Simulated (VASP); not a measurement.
**Geometry relaxation of GaP**

GaP (Pm-3m, 2 atoms in the cell), computed with DFT, plane waves, PAW, settings varied from a PBE run (VASP 6.6.1).

The structure was built on a prototype by a generator.

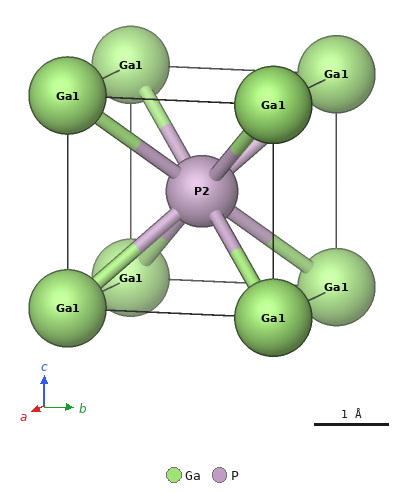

The input geometry (ball-and-stick view of the cell of the calculation, seen slightly off an axis; atoms are numbered from 1 in the order of the input). Near neighbours in the crystal (not all of them lie inside the picture): Ga has 8 P at 2.55 Å; P has 8 Ga at 2.55 Å.

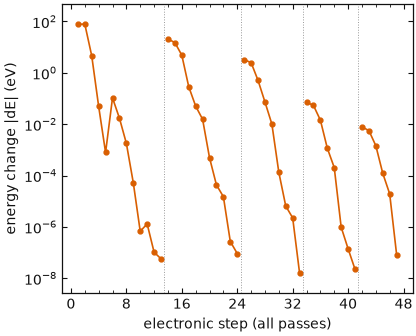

Convergence of the self-consistent field: energy change |dE| against the electronic step. Each stretch between dotted lines is the SCF of one geometry step of a relaxation. The 5 ionic steps take 6 to 13 electronic steps each. The density is held fixed in the first few steps, and dE rises again when its update begins.

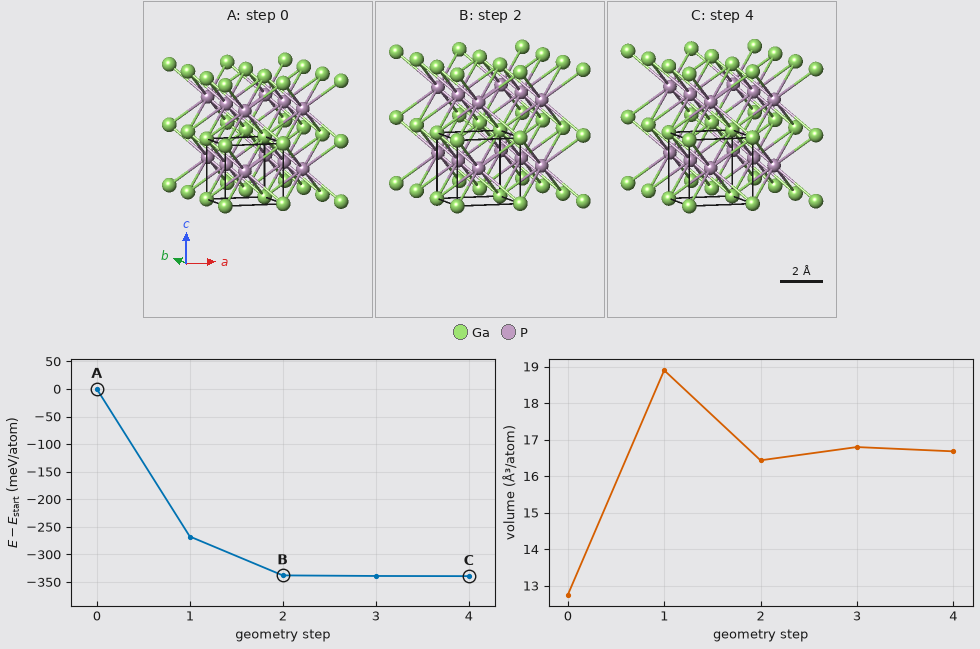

Frames of the relaxation (ball-and-stick view of the cell of the calculation, repeated 2 × 3 × 2, seen slightly off an axis) above the curves, on which the letters mark them (steps are counted from 0).

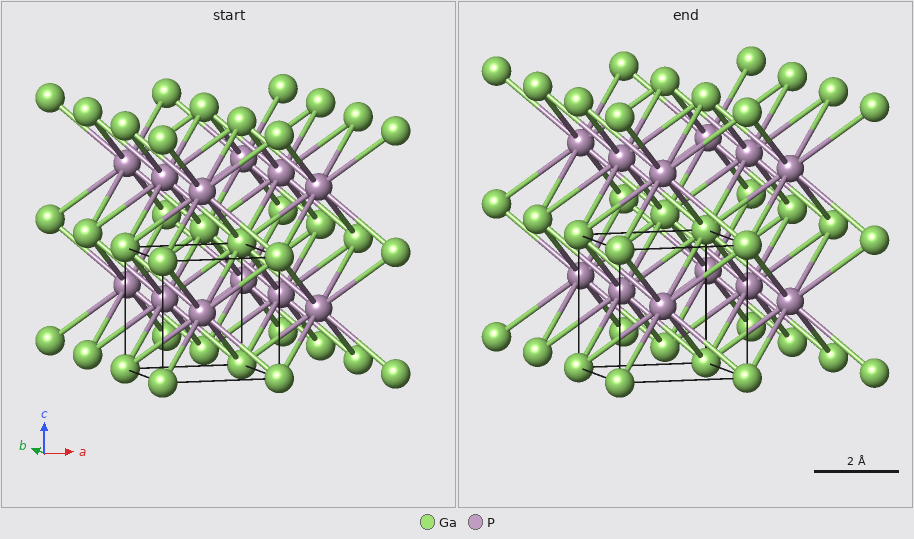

Before (left) and after (right) the relaxation, at one scale (ball-and-stick view of the cell of the calculation, repeated 2 × 3 × 2, seen slightly off an axis). After 4 geometry steps the energy has fallen by 339 meV per atom. All forces vanish by symmetry, so only the cell relaxes. The atoms keep their places relative to the cell (all moves are under 0.005 Å). Cell: a = b = c 2.943 → 3.219 Å (+9.4 %). Volume +30.8 %. Among the contacts that change: Ga1–P2 2.549 → 2.788 Å. The space group stays Pm-3m (No. 221). (Atoms are counted from 1 in the order of the input.)

The input and output of the run follow.

INCAR:
```
ENCUT = 600.000000
SIGMA = 0.020000
EDIFF = 1.00e-07
EDIFFG = -5.00e-03
GGA = PE
PREC = Accurate
IBRION = 2
ISIF = 3
ISMEAR = -1
NBANDS = 16
NELM = 120
NSW = 40
LASPH = .TRUE.
LCHARG = .FALSE.
LWAVE = .FALSE.
LREAL = .TRUE.
```

KPOINTS:
```
KPOINTS created by Atomic Simulation Environment
0
Gamma
8 8 8
0 0 0
```

POSCAR:
```
Ga P
 1.0000000000000000
     2.9433940262000000    0.0000000000000000    0.0000000000000000
     0.0000000000000000    2.9433940262000000    0.0000000000000000
     0.0000000000000000    0.0000000000000000    2.9433940262000000
 Ga  P
   1   1
Cartesian
  0.0000000000000000  0.0000000000000000  0.0000000000000000
  1.4716970131000000  1.4716970131000000  1.4716970131000000
```

Command:
```bash
mpirun -np 1 vasp_std
```

OSZICAR:
```
N       E                     dE             d eps       ncg     rms          rms(c)
DAV:   1     0.771510512533E+02    0.77151E+02   -0.97446E+03  1248   0.204E+03
DAV:   2    -0.239952351298E+01   -0.79551E+02   -0.75835E+02  1312   0.331E+02
DAV:   3    -0.703135692343E+01   -0.46318E+01   -0.45825E+01  1344   0.598E+01
DAV:   4    -0.708104311441E+01   -0.49686E-01   -0.49668E-01  1416   0.620E+00
DAV:   5    -0.708183152568E+01   -0.78841E-03   -0.78839E-03  1432   0.759E-01    0.517E+00
DAV:   6    -0.697618680770E+01    0.10564E+00   -0.14085E-01  1576   0.115E+01    0.309E+00
DAV:   7    -0.695902446137E+01    0.17162E-01   -0.31651E-02  1744   0.258E+00    0.911E-01
DAV:   8    -0.695723653792E+01    0.17879E-02   -0.36626E-03  1400   0.930E-01    0.736E-02
DAV:   9    -0.695718422904E+01    0.52309E-04   -0.34733E-04  1456   0.202E-01    0.736E-02
DAV:  10    -0.695718355572E+01    0.67332E-06   -0.11649E-05  1296   0.306E-02    0.367E-02
DAV:  11    -0.695718485798E+01   -0.13023E-05   -0.12593E-06  1496   0.106E-02    0.121E-03
DAV:  12    -0.695718496120E+01   -0.10322E-06   -0.84405E-08   920   0.416E-03    0.999E-04
DAV:  13    -0.695718490439E+01    0.56817E-07   -0.54771E-09   712   0.794E-04
   1 F= -.69571849E+01 E0= -.69568239E+01  d E =-.695718E+01
       N       E                     dE             d eps       ncg     rms          rms(c)
DAV:   1    -0.278035910839E+02   -0.20846E+02   -0.39873E+02  1176   0.562E+02    0.245E+01
DAV:   2    -0.127259463227E+02    0.15078E+02   -0.21571E+01  1376   0.584E+01    0.126E+01
DAV:   3    -0.784695072895E+01    0.48790E+01   -0.92337E+00  1248   0.414E+01    0.129E+00
DAV:   4    -0.755867201582E+01    0.28828E+00   -0.70903E-01  1400   0.129E+01    0.926E-01
DAV:   5    -0.750801473898E+01    0.50657E-01   -0.57688E-02  1336   0.327E+00    0.372E-01
DAV:   6    -0.749246322523E+01    0.15552E-01   -0.77318E-02  1328   0.489E+00    0.135E-01
DAV:   7    -0.749196890118E+01    0.49432E-03   -0.30003E-03  1440   0.850E-01    0.562E-02
DAV:   8    -0.749201183943E+01   -0.42938E-04   -0.23303E-04  1368   0.139E-01    0.193E-02
DAV:   9    -0.749199682988E+01    0.15010E-04   -0.49726E-05  1336   0.122E-01    0.727E-03
DAV:  10    -0.749199709830E+01   -0.26842E-06   -0.18863E-06  1552   0.137E-02    0.292E-03
DAV:  11    -0.749199718993E+01   -0.91626E-07   -0.49270E-07   992   0.116E-02
   2 F= -.74919972E+01 E0= -.74902241E+01  d E =-.534812E+00
       N       E                     dE             d eps       ncg     rms          rms(c)
DAV:   1    -0.107334227730E+02   -0.32414E+01   -0.34718E+01  1272   0.816E+01    0.107E+01
DAV:   2    -0.822574477917E+01    0.25077E+01   -0.52088E+00  1360   0.716E+01    0.439E+00
DAV:   3    -0.771645881168E+01    0.50929E+00   -0.31620E-01  1544   0.800E+00    0.146E+00
DAV:   4    -0.764316095264E+01    0.73298E-01   -0.37135E-02  1480   0.195E+00    0.442E-01
DAV:   5    -0.763309133312E+01    0.10070E-01   -0.60752E-03  1288   0.923E-01    0.708E-02
DAV:   6    -0.763295754137E+01    0.13379E-03   -0.32544E-04  1464   0.142E-01    0.103E-02
DAV:   7    -0.763296403556E+01   -0.64942E-05   -0.10293E-05  1328   0.349E-02    0.514E-03
DAV:   8    -0.763296627937E+01   -0.22438E-05   -0.27283E-06  1248   0.195E-02    0.179E-03
DAV:   9    -0.763296629496E+01   -0.15591E-07   -0.66328E-08   840   0.225E-03
   3 F= -.76329663E+01 E0= -.76320313E+01  d E =-.675781E+00
       N       E                     dE             d eps       ncg     rms          rms(c)
DAV:   1    -0.770459109591E+01   -0.71625E-01   -0.91377E-01  1224   0.165E+01    0.153E+00
DAV:   2    -0.765080986379E+01    0.53781E-01   -0.83274E-02  1352   0.542E+00    0.723E-01
DAV:   3    -0.763644274533E+01    0.14367E-01   -0.16367E-02  1360   0.228E+00    0.136E-01
DAV:   4    -0.763528651459E+01    0.11562E-02   -0.12138E-03  1496   0.475E-01    0.543E-02
DAV:   5    -0.763508214514E+01    0.20437E-03   -0.14234E-04  1328   0.157E-01    0.825E-03
DAV:   6    -0.763508117374E+01    0.97139E-06   -0.94799E-06  1392   0.503E-02    0.283E-03
DAV:   7    -0.763508131357E+01   -0.13982E-06   -0.10398E-06  1440   0.135E-02    0.198E-03
DAV:   8    -0.763508133574E+01   -0.22173E-07   -0.70074E-08   640   0.322E-03
   4 F= -.76350813E+01 E0= -.76341209E+01  d E =-.677896E+00
       N       E                     dE             d eps       ncg     rms          rms(c)
DAV:   1    -0.764291803706E+01   -0.78367E-02   -0.92395E-02  1232   0.506E+00    0.498E-01
DAV:   2    -0.763727791075E+01    0.56401E-02   -0.90869E-03  1360   0.194E+00    0.231E-01
DAV:   3    -0.763582892304E+01    0.14490E-02   -0.14880E-03  1392   0.694E-01    0.480E-02
DAV:   4    -0.763570633678E+01    0.12259E-03   -0.11754E-04  1456   0.135E-01    0.171E-02
DAV:   5    -0.763568701228E+01    0.19324E-04   -0.15938E-05  1344   0.537E-02    0.211E-03
DAV:   6    -0.763568709558E+01   -0.83300E-07   -0.53897E-07  1440   0.663E-03
   5 F= -.76356871E+01 E0= -.76347345E+01  d E =-.678502E+00
```

Parts of OUTCAR:
```
k-points           NKPTS =     35   k-points in BZ     NKDIM =     35   number of bands    NBANDS=     16

   NELECT =      18.0000    total number of electrons

   dimension x,y,z NGX =    24 NGY =   24 NGZ =   24
   dimension x,y,z NGXF=    48 NGYF=   48 NGZF=   48

  energy-cutoff  :      600.00
  volume of cell :       33.36
      direct lattice vectors                 reciprocal lattice vectors
     3.219136306  0.000000000  0.000000000     0.310642329 -0.000000000  0.000000000
     0.000000000  3.219136306  0.000000000    -0.000000000  0.310642329 -0.000000000
     0.000000000  0.000000000  3.219136306     0.000000000  0.000000000  0.310642329

 k-points in reciprocal lattice and weights: KPOINTS created by Atomic Simulation Env
   0.00000000  0.00000000  0.00000000       0.002
   0.12500000  0.00000000  0.00000000       0.012
   0.25000000  0.00000000  0.00000000       0.012
   0.37500000  0.00000000  0.00000000       0.012
   0.50000000  0.00000000  0.00000000       0.006
   0.12500000  0.12500000  0.00000000       0.023
   0.25000000  0.12500000  0.00000000       0.047
   0.37500000  0.12500000  0.00000000       0.047
   0.50000000  0.12500000  0.00000000       0.023
   0.25000000  0.25000000  0.00000000       0.023
   0.37500000  0.25000000  0.00000000       0.047
   0.50000000  0.25000000  0.00000000       0.023
   0.37500000  0.37500000  0.00000000       0.023
   0.50000000  0.37500000  0.00000000       0.023
   0.50000000  0.50000000  0.00000000       0.006
   0.12500000  0.12500000  0.12500000       0.016
   0.25000000  0.12500000  0.12500000       0.047
   0.37500000  0.12500000  0.12500000       0.047
   0.50000000  0.12500000  0.12500000       0.023
   0.25000000  0.25000000  0.12500000       0.047
   0.37500000  0.25000000  0.12500000       0.094
   0.50000000  0.25000000  0.12500000       0.047
   0.37500000  0.37500000  0.12500000       0.047
   0.50000000  0.37500000  0.12500000       0.047
   0.50000000  0.50000000  0.12500000       0.012
   0.25000000  0.25000000  0.25000000       0.016
   0.37500000  0.25000000  0.25000000       0.047
   0.50000000  0.25000000  0.25000000       0.023
   0.37500000  0.37500000  0.25000000       0.047
   0.50000000  0.37500000  0.25000000       0.047
   0.50000000  0.50000000  0.25000000       0.012
   0.37500000  0.37500000  0.37500000       0.016
   0.50000000  0.37500000  0.37500000       0.023
   0.50000000  0.50000000  0.37500000       0.012
   0.50000000  0.50000000  0.50000000       0.002

 E-fermi :   7.2645

 k-point     1 :       0.0000    0.0000    0.0000
  band No.  band energies     occupation
      1      -7.7327      2.00000
      2      -7.7327      2.00000
      3      -7.5913      2.00000
      4      -7.5913      2.00000
      5      -7.5913      2.00000
      6      -6.4931      2.00000
      7       6.0094      2.00000
      8       6.3679      2.00000
      9       6.3679      2.00000
     10       6.3679      2.00000
     11      11.5745      0.00000
     12      11.5745      0.00000
     13      17.6794      0.00000
     14      17.6794      0.00000
     15      17.6794      0.00000
     16      21.0099      0.00000

 k-point     2 :       0.1250    0.0000    0.0000
  band No.  band energies     occupation
      1      -7.7306      2.00000
      2      -7.7165      2.00000
      3      -7.5996      2.00000
      4      -7.5996      2.00000
      5      -7.5904      2.00000
      6      -6.2891      2.00000
      7       3.9855      2.00000
      8       6.5600      2.00000
      9       6.5600      2.00000
     10       7.4879      0.00003
     11      11.7590      0.00000
     12      12.9034      0.00000
     13      16.5675      0.00000
     14      16.5675      0.00000
     15      16.8969      0.00000
     16      21.1270      0.00000

 k-point     3 :       0.2500    0.0000    0.0000
  band No.  band energies     occupation
      1      -7.7254      2.00000
      2      -7.6790      2.00000
      3      -7.6197      2.00000
      4      -7.6197      2.00000
      5      -7.5882      2.00000
      6      -5.6902      2.00000
      7       1.6010      2.00000
      8       7.1056      1.99929
      9       7.1056      1.99929
     10       8.3478      0.00000
     11      12.2961      0.00000
     12      14.0199      0.00000
     13      14.6040      0.00000
     14      14.6040      0.00000
     15      17.1238      0.00000
     16      19.8067      0.00000

 k-point     4 :       0.3750    0.0000    0.0000
  band No.  band energies     occupation
      1      -7.7202      2.00000
      2      -7.6429      2.00000
      3      -7.6395      2.00000
      4      -7.6395      2.00000
      5      -7.5860      2.00000
      6      -4.7841      2.00000
      7      -0.4568      2.00000
      8       7.8627      0.00000
      9       7.8627      0.00000
     10       9.3874      0.00000
     11      12.4364      0.00000
     12      12.8578      0.00000
     13      12.8578      0.00000
     14      13.0862      0.00000
     15      17.7283      0.00000
     16      20.5890      0.00000

 k-point     5 :       0.5000    0.0000    0.0000
  band No.  band energies     occupation
      1      -7.7181      2.00000
      2      -7.6477      2.00000
      3      -7.6477      2.00000
      4      -7.6282      2.00000
      5      -7.5851      2.00000
      6      -4.1291      2.00000
      7      -1.5045      2.00000
      8       8.3198      0.00000
      9       8.3198      0.00000
     10      10.5725      0.00000
     11      10.9594      0.00000
     12      12.0567      0.00000
     13      12.0567      0.00000
     14      13.6130      0.00000
     15      16.7706      0.00000
     16      21.9992      0.00000

 [... the levels of 29 k-points are left out ...]

 k-point    35 :       0.5000    0.5000    0.5000
  band No.  band energies     occupation
      1      -7.7307      2.00000
      2      -7.7307      2.00000
      3      -7.7307      2.00000
      4      -7.5253      2.00000
      5      -7.5253      2.00000
      6      -0.7760      2.00000
      7       4.3213      2.00000
      8       4.3213      2.00000
      9       4.3213      2.00000
     10       5.5876      2.00000
     11       6.4446      2.00000
     12       6.4446      2.00000
     13       6.4446      2.00000
     14      25.9827      0.00000
     15      25.9827      0.00000
     16      27.3124      0.00000

  Total        0.0024090      0.0024090      0.0024090      0.0000000     -0.0000000      0.0000000
  in kB        0.1156983      0.1156983      0.1156983      0.0000000     -0.0000000      0.0000000
  external PRESSURE =       0.1156983 kB  Pullay stress =       0.0000000 kB

 POSITION                                       TOTAL-FORCE (eV/Angst)
 -----------------------------------------------------------------------------------
      0.00000      0.00000      0.00000        -0.000000     -0.000000      0.000000
      1.60957      1.60957      1.60957         0.000000      0.000000      0.000000
 -----------------------------------------------------------------------------------
    total drift:                               -0.000000      0.000000      0.000000

  FREE ENERGIE OF THE ION-ELECTRON SYSTEM (eV)
  ---------------------------------------------------
  free  energy   TOTEN  =        -7.6356870956 eV

  energy  without entropy=       -7.6337819959  energy(sigma->0) =       -7.63473455
```

CONTCAR:
```
Ga P
   1.00000000000000
     3.2191363055823548    0.0000000000000000    0.0000000000000000
     0.0000000000000000    3.2191363055823548    0.0000000000000000
     0.0000000000000000    0.0000000000000000    3.2191363055823548
  Ga              P
     1     1
Direct
     0.0000000000000000    0.0000000000000000    0.0000000000000000
     0.5000000000000000    0.5000000000000000    0.5000000000000000

  0.00000000E+00  0.00000000E+00  0.00000000E+00
  0.00000000E+00  0.00000000E+00  0.00000000E+00
```

Trajectory as extended XYZ (Å, eV, eV/Å), 5 frames, from step=None to step=None:
```
2
Lattice="2.9434 0.0000 0.0000 0.0000 2.9434 0.0000 0.0000 0.0000 2.9434" Properties=species:S:1:pos:R:3:forces:R:3 step=None energy=-6.95718
Ga    0.0000    0.0000    0.0000    0.0000   0.0000   0.0000
P     1.4717    1.4717    1.4717    0.0000   0.0000   0.0000
2
Lattice="3.3561 0.0000 0.0000 0.0000 3.3561 0.0000 0.0000 0.0000 3.3561" Properties=species:S:1:pos:R:3:forces:R:3 step=None energy=-7.49200
Ga    0.0000    0.0000    0.0000    0.0000   0.0000   0.0000
P     1.6780    1.6780    1.6780    0.0000   0.0000   0.0000
2
Lattice="3.2032 0.0000 0.0000 0.0000 3.2032 0.0000 0.0000 0.0000 3.2032" Properties=species:S:1:pos:R:3:forces:R:3 step=None energy=-7.63297
Ga    0.0000    0.0000    0.0000    0.0000   0.0000   0.0000
P     1.6016    1.6016    1.6016    0.0000   0.0000   0.0000
2
Lattice="3.2267 0.0000 0.0000 0.0000 3.2267 0.0000 0.0000 0.0000 3.2267" Properties=species:S:1:pos:R:3:forces:R:3 step=None energy=-7.63508
Ga    0.0000    0.0000    0.0000    0.0000   0.0000   0.0000
P     1.6133    1.6133    1.6133    0.0000   0.0000   0.0000
2
Lattice="3.2191 0.0000 0.0000 0.0000 3.2191 0.0000 0.0000 0.0000 3.2191" Properties=species:S:1:pos:R:3:forces:R:3 step=None energy=-7.63569
Ga    0.0000    0.0000    0.0000    0.0000   0.0000   0.0000
P     1.6096    1.6096    1.6096    0.0000   0.0000   0.0000
```

Key numbers:

| quantity | value |
| --- | --- |
| outcome | converged |
| space group (tolerance 0.01 Å) | Pm-3m (221) |
| electrons treated | 18 |
| free energy | −7.6357 eV |
| Fermi energy | 7.264 eV |
| pressure | 0.01 GPa |
| final volume | 33.36 Å³ |
| largest force (length of the vector) at the end | under 0.001 eV/Å |
| final cell | a = 3.219 Å, b = 3.219 Å, c = 3.219 Å, α = 90.00°, β = 90.00°, γ = 90.00° |
| hardware | 1 CPU thread, shared host |
| wall time | 24 s |
| peak memory | 0.14 GiB |

Notes:

Settings chosen away from the usual ones: LREAL = .TRUE.. These settings are looser than, or depart from, a standard set-up, so the numbers are not reference values for this system. The volume changed by more than 5 % on the plane waves of the start, so the result carries a basis error; a second relaxation from the end is advised.
